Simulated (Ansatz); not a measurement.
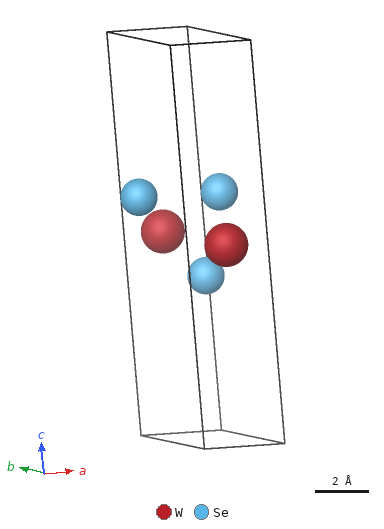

We look at a spheres-only model of the crystal from the side at a slight tilt. Lines trace the edges of the cell (the run's own, in a reduced setting).

WSe$_{2}$, a = 3.17 Å, b = 3.23 Å, c = 15.89 Å, α = 87.22°, β = 94.79°, γ = 122.02°.

Results below were computed with DFT r2SCAN, scalar-relativistic, plane waves, PAW (Ansatz 0.2.0); the settings were an energy cutoff of 500 eV, k-points about 0.20 Å⁻¹ apart, Gaussian smearing of 0.05 eV, no spin polarisation.

### Is the electronic structure metallic or gapped?

A semiconductor at this level, with a gap of 1.68 eV on the k-mesh (the true edges may lie between mesh points, so the gap can be somewhat smaller).

Provenance: a structure listed in the Materials Project. The cell was then strained or its atoms displaced on purpose. An electronic-structure calculation with Ansatz was run on it.

At this level of theory the run's own cell isn't at rest (compressed, at 12 GPa and forces up to 4.7 eV/Å), so its distances can differ from those at equilibrium, the more so the softer the solid.
